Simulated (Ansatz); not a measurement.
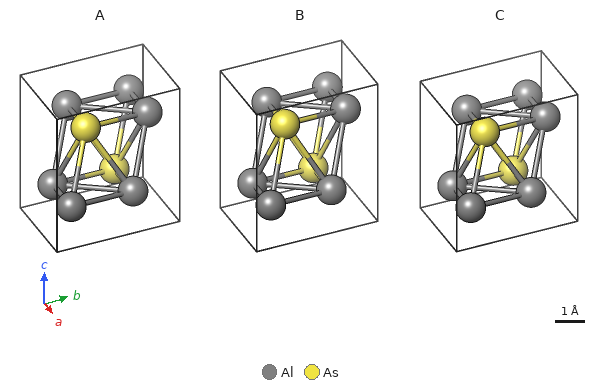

3 geometries from one relaxation of crystalline Al$_{3}$As (a generated structure, set up in P6_3/mmc) (coarse preliminary run), in shuffled order. A ball-and-stick model of the cell of the calculation, seen slightly off an axis.

The calculation used DFT PBE, scalar-relativistic, plane waves, PAW (Ansatz 0.2.0). Set-up: plane-wave cutoff 420 eV; k-point mesh 6 × 6 × 4; occupations gaussian; smearing width 0.1 eV; no spin polarisation; cell and atoms relaxed; force threshold 0.04 eV/Å; at most 70 steps.

Put them in the order of the run, from the start to the converged end.

Answer. C, A, B. They are steps 0, 1, 4, at +50.1 meV per atom, +8.9 meV per atom relative to the last. The largest moves relative to the cell, 0.004 Å, are those of Al atoms. As stays in place. The volume changes by +8.6 %, with a = b 5.720 → 5.730 Å (+0.2 %), c 4.566 → 4.943 Å (+8.3 %). Among the contacts that change: Al–As 2.813 → 2.972 Å, Al–Al 2.822 → 2.976 Å, Al–Al 2.846 → 2.859 Å, Al–As 2.860 → 2.865 Å. The space group stays P6_3/mmc (No. 194). The energy falls by 50.1 meV per atom in 3 accepted moves (4 points after the start). The largest force component goes from 0.19 to 0.007 eV/Å. The pressure goes from 6.97 to −0.02 GPa. At 1 point the geometry stayed and the basis and grid were re-selected for the new cell (energy shift of 1.0 meV per atom at most each time). Cost: 25 s on 1 thread of Arm Neoverse V2, on a shared host, peak memory 0.41 GiB.
